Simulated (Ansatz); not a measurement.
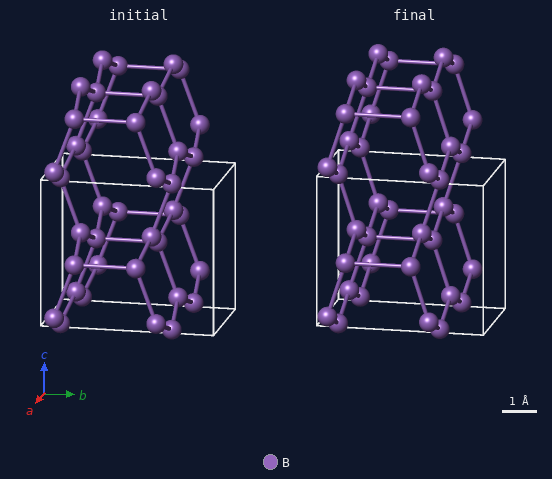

The structure of a crystal of B (a generated structure, set up in Imm2) before (left) and after (right) a relaxation, at one scale.

A ball-and-stick model of the conventional cell (2 times the calculation's cell), repeated 2 × 1 × 2 with one cell outlined, seen slightly off an axis. Lengths and directions refer to the drawn axes.

These are results of Ansatz 0.2.0, DFT PBE, scalar-relativistic, plane waves, PAW, not measurements.

Input file:
```yaml
crystal:
  lattice:
    - [-1.5522191749, 2.6333783926, 2.2512744271]
    - [1.5522191749, -2.6333783926, 2.2512744271]
    - [1.5522191749, 2.6333783926, -2.2512744271]
  atoms:
    - { symbol: B, position: [0.0436658607, 0.2485189419, 0.7951469187] }
    - { symbol: B, position: [0.4533720232, 0.2485189419, 0.2048530813] }
    - { symbol: B, position: [0.2978349758, 0.6201976756, 0.6776373003] }
    - { symbol: B, position: [0.9425603753, 0.6201976756, 0.3223626997] }
basis:
  ecutwfc: 420
kpoints:
  mp_grid: { grid: [18, 18, 18] }
hamiltonian:
  xc: pbe
scf:
  occupations: { method: gaussian, width: 0.1 }
output:
  forces: true
  stress: true
  eigenvalues: true
relax:
  adjacent_minimum: "off"
  f_tol: 0.01
  max_steps: 80
  cell: { stress_tol: 0.05 }
```

Launched with:
```bash
ansatz run input.yaml --threads 1 --pin off --max-ram 2560MiB --backend cpu --events-out ev --progress --plain --runs-dir out
```

> What changed between the two?

The largest moves relative to the cell, 0.093 Å, are those of B3 and B4. B4 goes roughly along [0 −3 −1]. The drawn cell changes as follows: a 3.104 → 3.094 Å (−0.3 %), b 5.267 → 5.076 Å (−3.6 %), c 4.503 → 4.605 Å (+2.3 %); the volume changes by −1.8 %. Some distances before and after: B3–B4 1.871 → 1.987 Å, B1–B3 1.784 → 1.769 Å, B1–B4 1.662 → 1.667 Å. Bond angles that change, for instance: B2–B3–B4 94.9° → 90.0°, B1–B3–B2 107.2° → 110.7°, B1–B3–B4 110.3° → 108.2°. The space group (tolerance 0.01 Å) goes from Imm2 (No. 44) to Imma (No. 74). Over 9 accepted moves (13 points after the start) the energy falls by 1.9 meV per atom. The largest force component goes from 0.038 to 0.00047 eV/Å. The pressure goes from −0.21 to 0.00 GPa. The line search rejected the trial steps at points 3, 6 of the run. The SCF was repeated twice at an unchanged geometry on a basis and grid sized afresh for the cell, which shifted the energy by less than 0.05 meV per atom at most. Cost: 16 min on 1 thread of Arm Neoverse N1, with other jobs on the host, peak memory 0.73 GiB.
